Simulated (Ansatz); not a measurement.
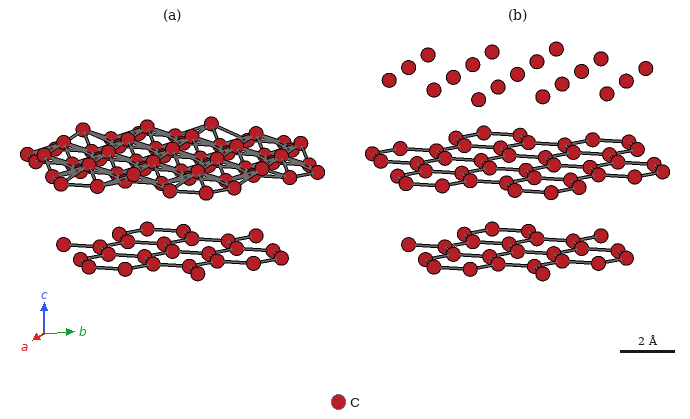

The structure of a slab of composition C (cut from the P6_3/mmc phase) before (left) and after (right) a constrained relaxation, at one scale.

The picture is a ball-and-stick view of the atoms within 5.8 Å of the atom that moves most (axes of the 3 × 3 repeat of the cell, outlined in the plane, without the vacuum), seen slightly off an axis.

Case: C put at a hollow C-C site. The slab is the (0 0 1) face of C with C on it. 2 atoms are held fixed.

Computed with DFT PBE+D3(BJ), scalar-relativistic, plane waves, PAW (Ansatz). Set-up: plane-wave cutoff 420 eV; k-point mesh 12 × 12 × 1; occupations gaussian; smearing width 0.1 eV; no spin polarisation; dipole correction; atoms relaxed in a fixed cell; force threshold 0.03 eV/Å; at most 70 steps.

### Summarise the run.

Over 17 accepted moves (18 points after the start) the energy falls by 9.332 eV per cell of the calculation. Largest force component: 9.8 eV/Å at the start, 0.0034 eV/Å at the end. The line search rejected the trial step at point 17 of the run. The largest move is that of a C atom, 2.86 Å along the normal (+c). The lattice vectors keep their values. Near-neighbour distances that change, for instance: C–C 1.522 → 3.670 Å. Bonds break: C–C (1.52 → 3.67 Å).

Limits of the set-up: the periodic images lie only 2.5 Å apart, so the values are limited by the cell's size.
